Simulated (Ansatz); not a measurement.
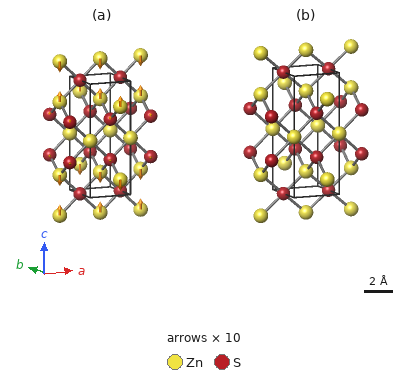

The structure of solid ZnS (a generated structure, set up in Pmmm) (coarse preliminary run) before (left) and after (right) a relaxation, at one scale. The orange arrows give the displacements (the part carried along by the change of the cell is left out), 10 times their true length.

The picture is a ball-and-stick view of the cell of the calculation, seen slightly off an axis.

Theory: DFT PBE, scalar-relativistic, plane waves, PAW in Ansatz.

Input
```yaml
crystal:
  lattice:
    - [3.23850588, 0.0, 0.0]
    - [0.0, 3.65552395, 0.0]
    - [0.0, 0.0, 8.44614252]
  atoms:
    - { symbol: Zn, position: [0.5, 0.5, 0.17804846] }
    - { symbol: Zn, position: [0.5, 0.5, 0.82195154] }
    - { symbol: Zn, position: [0.0, 0.0, 0.5] }
    - { symbol: S, position: [0.5, 0.0, 0.32195154] }
    - { symbol: S, position: [0.0, 0.5, 0.0] }
    - { symbol: S, position: [0.5, 0.0, 0.67804846] }
basis:
  ecutwfc: 420
kpoints:
  mp_grid: { grid: [6, 6, 2] }
hamiltonian:
  xc: pbe
scf:
  occupations: { method: gaussian, width: 0.1 }
  lower_state_search: "off"
output:
  forces: true
  stress: true
  eigenvalues: true
relax:
  adjacent_minimum: "off"
  f_tol: 0.04
  max_steps: 70
  cell: { stress_tol: 0.4 }
```

Run as
```bash
ansatz run input.yaml --threads 1 --pin off --max-ram 2560MiB --backend cpu --events-out ev --progress --plain --runs-dir out
```

Question: What changed between the two?

Answer: Over 4 accepted moves (5 points after the start) the energy falls by 320 meV per atom. Largest force component: 1 eV/Å at the start, 0.0095 eV/Å at the end. Pressure: 26.19 GPa at the start and 0.13 GPa at the end. The SCF was repeated once at an unchanged geometry on a basis and grid sized afresh for the cell, which shifted the energy by 3.5 meV per atom at most. The largest moves relative to the cell, 0.082 Å, are those of Zn1 and Zn2. Zn1 goes along −c. Largest moves by element: Zn 0.082 Å, S 0.023 Å. The volume changes by +26.0 %, with a 3.239 → 3.616 Å (+11.7 %), b 3.656 → 3.855 Å (+5.5 %), c 8.446 → 9.035 Å (+7.0 %). Near-neighbour distances that change, for instance: Zn3–S4 2.210 → 2.436 Å, Zn1–S4 2.195 → 2.359 Å, Zn1–S5 2.210 → 2.366 Å. Among the angles between lasting bonds that change: Zn1–S5–Zn2 85.8° → 80.3°, Zn1–S5–Zn1 94.2° → 99.7°, S5–Zn2–S5 94.2° → 99.7°. The space group stays Pmmm (No. 47). Cost: 47 s on 1 thread of Arm Neoverse V1 (shared host), peak memory 0.42 GiB.
